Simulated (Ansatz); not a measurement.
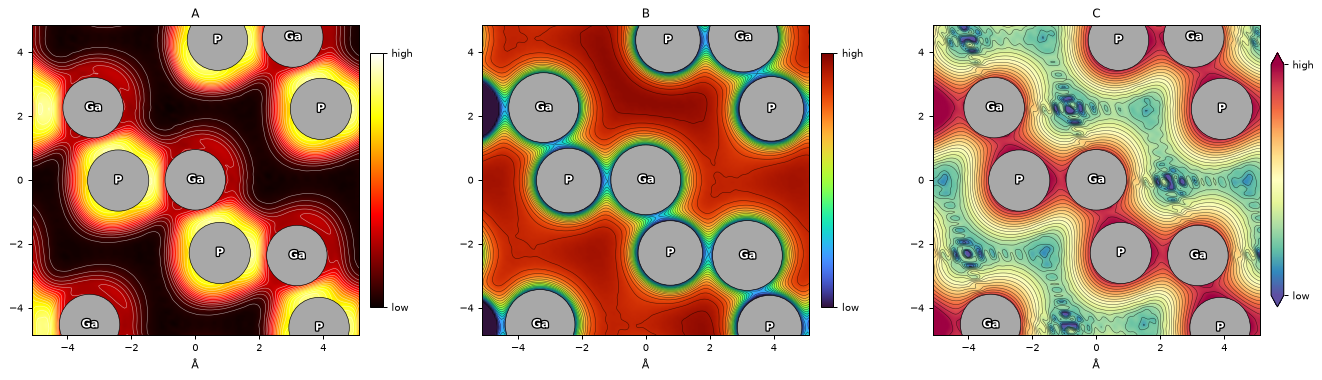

Ga₁₅P₁₆ (cell charge −2, with a compensating background) (cell with a defect): 3 fields on the (100) plane of the calculation cell, with unlabelled colour scales. Grey discs cover the atomic cores.

Spin-polarised.

All numbers below come from DFT PBE, scalar-relativistic, plane waves, PAW (Ansatz).

### The panels show electron localisation function, electrostatic potential energy of an electron and valence pseudo-density in some order. Assign them.

Panel A: electron localisation function. Panel B: electrostatic potential energy of an electron (low next to the atoms, rising into the space between them). Panel C: valence pseudo-density. From the grid: Ga–P (2.36 Å): ρ is about 0.52 e/Å³ halfway; the ELF peaks at about 0.90 in the valence shell of P, 1.0 Å from its nucleus, and is about 0.75 at the midpoint. Ga–P (2.41 Å): ρ at the midpoint is about 0.5 e/Å³; the ELF peaks at about 0.90 in the valence shell of P, 0.7 Å from its nucleus, and is about 0.75 at the midpoint.
